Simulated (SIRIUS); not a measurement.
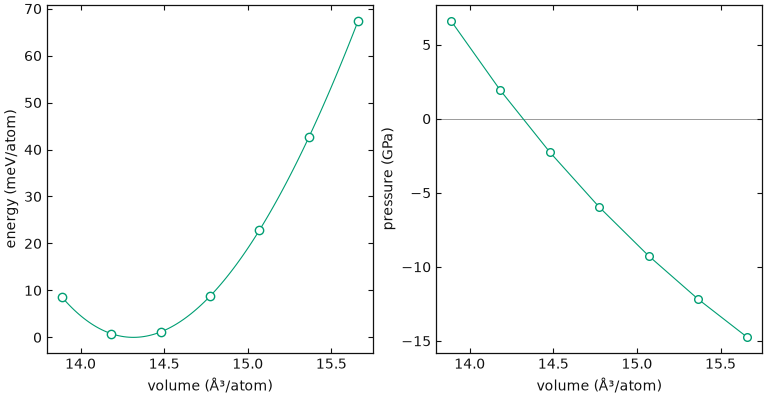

Caption: Energy and pressure against volume for AlPt, space group Pm-3m (No. 221).

A third-order Birch–Murnaghan fit gives V0 = 14.32 Å³/atom, B0 = 203 GPa and B′ = 4.8. The energy is 8.62 meV/atom at volume 13.89 Å³/atom and 67.44 meV/atom at 15.66 Å³/atom; the lowest computed point is at volume 14.18 Å³/atom (0.80 meV/atom). The pressure falls from 6.62 GPa at volume 13.89 Å³/atom to −14.76 GPa at 15.66 Å³/atom, and changes sign near 14.32 Å³/atom.

How it was computed, with SIRIUS 7.10.0: plane-wave DFT, no spin polarisation; energies at scaled volumes of the given cell, shape and fractions fixed, counted from the fit's minimum, third-order Birch-Murnaghan fit. Level: PBEsol.

k mesh 9×9×9; occupations Fermi–Dirac; smearing width 0.05 eV; potentials dojo sr pbesol 0.4.1 standard; wave cutoff 1152 eV; density cutoff 4606 eV.

Structure:
```
Pt Al
1.0
     3.09155    0.00000    0.00000
     0.00000    3.09155    0.00000
     0.00000    0.00000    3.09155
Pt Al
1 1
Direct
  0.50000 0.50000 0.50000
  0.00000 0.00000 0.00000
```

Caveats: spin-orbit coupling left out, heavy elements.
